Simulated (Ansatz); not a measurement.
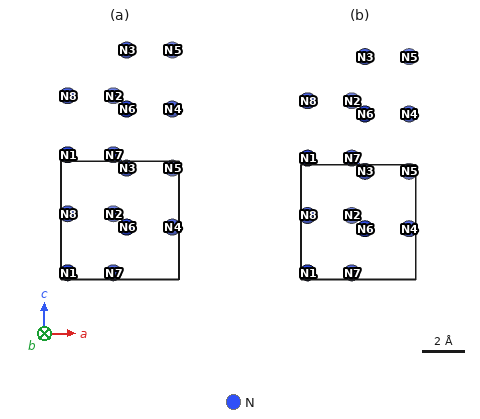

The structure of crystalline N (built on the database structure type) before (left) and after (right) a relaxation, at one scale.

Style: ball-and-stick. Shown: the cell of the calculation, repeated 1 × 1 × 2 with one cell outlined, along the b axis.

Theory: Ansatz 0.2.0, DFT, r2SCAN+rVV10, plane waves, PAW. Set-up: plane-wave cutoff 500 eV; k-point mesh 4 × 4 × 4; occupations fermi dirac; smearing width 0.02 eV; no spin polarisation; cell and atoms relaxed; force threshold 0.005 eV/Å.

Question: What changed between the two?

Answer: The largest moves relative to the cell, 0.011 Å, are those of 8 atoms (N1, N2, N3, N4 and others). N5 goes along [−1 −1 −1]. Cell: a = b = c 5.636 → 5.478 Å (−2.8 %). Volume −8.2 %. Among the contacts that change: N1–N5 1.101 → 1.093 Å. The space group stays Pa-3 (No. 205). Over 6 accepted moves (10 points after the start) the energy falls by 3.8 meV per atom. The largest force component goes from 0.69 to 0.00029 eV/Å. Pressure: −1.77 GPa at the start and 0.00 GPa at the end. The line search rejected the trial steps at points 7, 8 of the run. At 2 points the geometry stayed and the basis and grid were re-selected for the new cell (energy shift of 0.7 meV per atom at most each time). The run took 22 s on 4 threads of Intel(R) Xeon(R) 6975P-C (Granite Rapids) (shared host), peak memory 1 GiB.
